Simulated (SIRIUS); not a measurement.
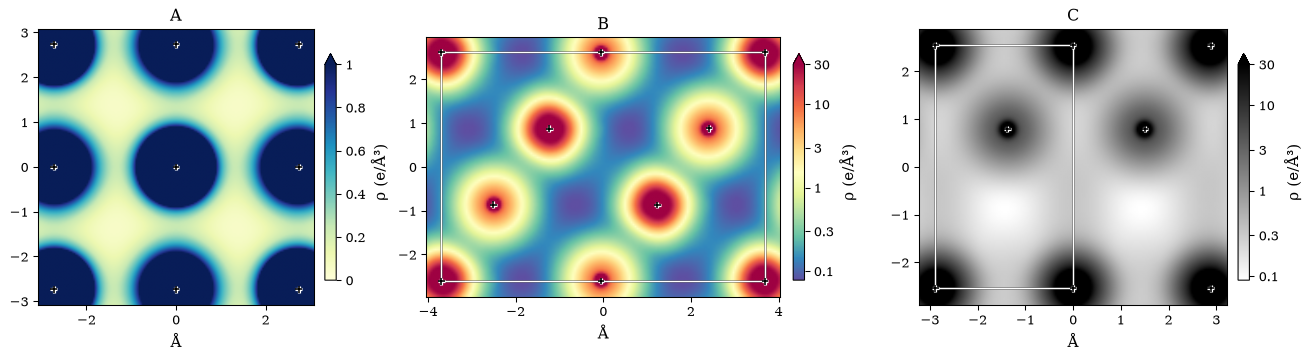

The total electron density of 3 systems, each on a plane through atoms (crosses mark nuclei in the plane).

Method: Kohn-Sham DFT of a periodic cell, PBE, all-electron FP-LAPW in SIRIUS.

System 1: AgCl, the (100) plane of the conventional cell. Space group Fm-3m.

System 2: CoO, the (110) plane of the cell of the magnetic structure. Space group Cm; spin-polarised.

System 3: TaN, the (011) plane of the conventional cell. Space group P1; not relaxed (largest force 1.3 eV/Å).

```
CELL_PARAMETERS angstrom
0.00000 0.00000 2.88300
2.93800 0.00000 0.00000
-1.46900 2.54438 0.00000
ATOMIC_POSITIONS crystal
Ta 0.48326 0.01144 0.00833
N 0.00587 0.65256 0.33881
```

**Match each panel to its system.**

Panel A is system 1, AgCl: the plane holds Ag and Cl. Ag–Cl (2.73 Å): ρ is about 0.25 e/Å³ halfway. Panel B is system 2, CoO: the plane holds Co and O. Co–O (2.11 Å): ρ is about 0.43 e/Å³ halfway. Panel C is system 3, TaN: the plane holds Ta and N. Ta–Ta (2.88 Å): the density is about 0.3 e/Å³ at the midpoint.
